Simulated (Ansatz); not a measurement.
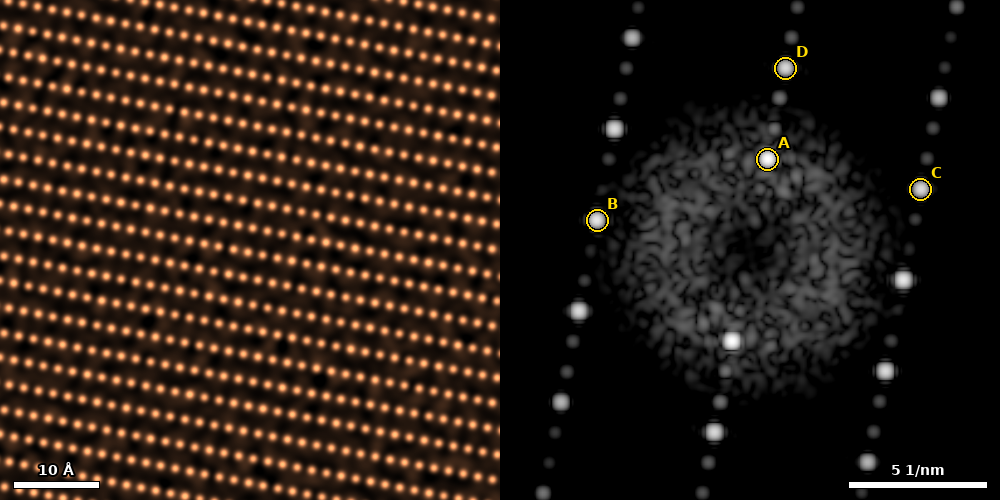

Dark-field STEM-like image of a crystal. Simulated incoherent Z contrast: every atom adds Z^1.7 spread by a probe of 0.82 Å full width; channelling and multiple scattering are left out. The probe carries 15 % of its weight in a tail 2.5 times as wide. The speckle of an amorphous layer was added.

The right panel is the modulus of the image's Fourier transform on a logarithmic scale.

Question: Which lattice spacings do the marked spots stand for, and what angle do A and B enclose?

Answer: A: 3.0 Å, B: 1.8 Å, C: 1.5 Å, D: 1.5 Å; A and B enclose about 90°.

The crystal is Bi (R-3m, No. 166) along [210]; the spots are (0 0 -9), (-1 2 0), (1 -2 -9) and (0 0 -18). Model: the end point of a relaxation with DFT PBE, scalar-relativistic, plane waves, PAW in Ansatz; the starting structure was generated, so it need not be a known form of this composition.
